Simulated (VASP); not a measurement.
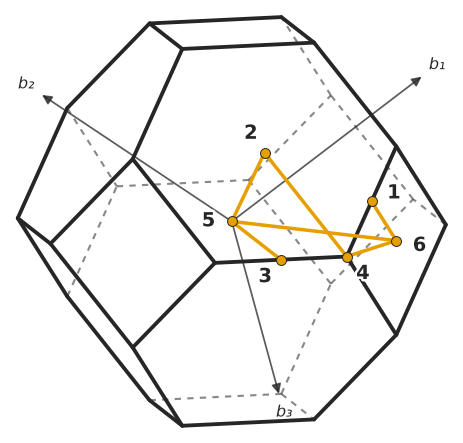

For Au, the geometry relaxed with VASP Kohn-Sham DFT of a periodic cell, PBE with MBD, VASP PAW PBE potentials, recommended in VASP: the first Brillouin zone of a face-centred cubic lattice (cF; extended symbol cF2) is drawn with its special points numbered. Geometry calculated from the standardised cell; symmetry tolerance 0.002 Å.

a = 4.118 Å, b = 4.118 Å, c = 4.118 Å, α = 90.00°, β = 90.00°, γ = 90.00°.

Labels and path follow the convention of Hinuma et al. (2017), as computed by seekpath; the arrows show the directions of the reciprocal primitive vectors b₁, b₂, b₃, in which coordinates are given.

Q: Give the label and coordinates of each numbered point.

A:
```
no.  label      coordinates
  1      U  (5/8, 1/4, 5/8)
  2      L  (1/2, 1/2, 1/2)
  3      K  (3/8, 3/8, 3/4)
  4      W  (1/2, 1/4, 3/4)
  5      Γ        (0, 0, 0)
  6      X    (1/2, 0, 1/2)
```
